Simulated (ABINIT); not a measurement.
```
Ga N
1.0
     5.23038    0.00000    0.00000
    -2.61519    4.52964    0.00000
     0.00000    0.00000    3.39010
Ga N
1 1
Direct
  0.00000 0.00000 0.50000
  0.00000 0.00000 0.00000
```

Space group P6/mmm; a generated structure, not necessarily the stable one.

All numbers below come from Kohn-Sham DFT of a periodic cell, PBE, JTH PAW PBE v2.0 (ABINIT).

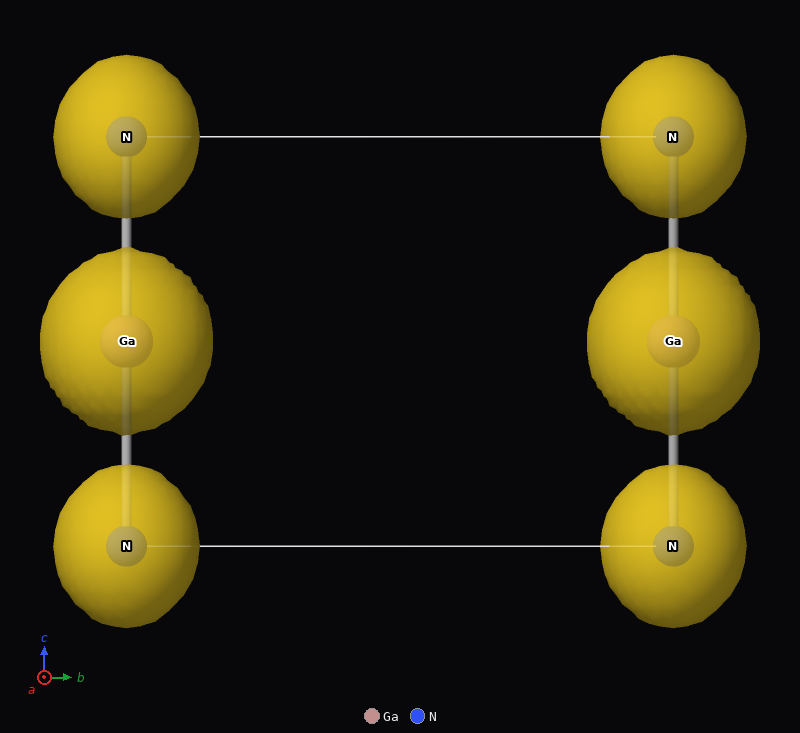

GaN. Isosurface of the valence electron density at 1.5 e/Å³ (yellow), seen along the a axis. Sticks mark near contacts.

In a PAW calculation such maps are meaningful between the atoms, not at the nuclei.

> Which contacts does the surface bridge?

At this value the density breaks into separate islands; it holds about 65 % of the electrons treated as valence. It bridges none of the near contacts. It is pinched off along the sampled Ga–N (1.70 Å) contacts. On the grid the lowest density along these lines, outside the cores, is 1.2 e/Å³ (Ga–N, 1.70 Å).

> Metal or insulator at this level of theory?

It is gapped, with a Kohn–Sham gap of 1.1 eV on the k-point mesh (the band edges may lie off the mesh, which would make the gap smaller).
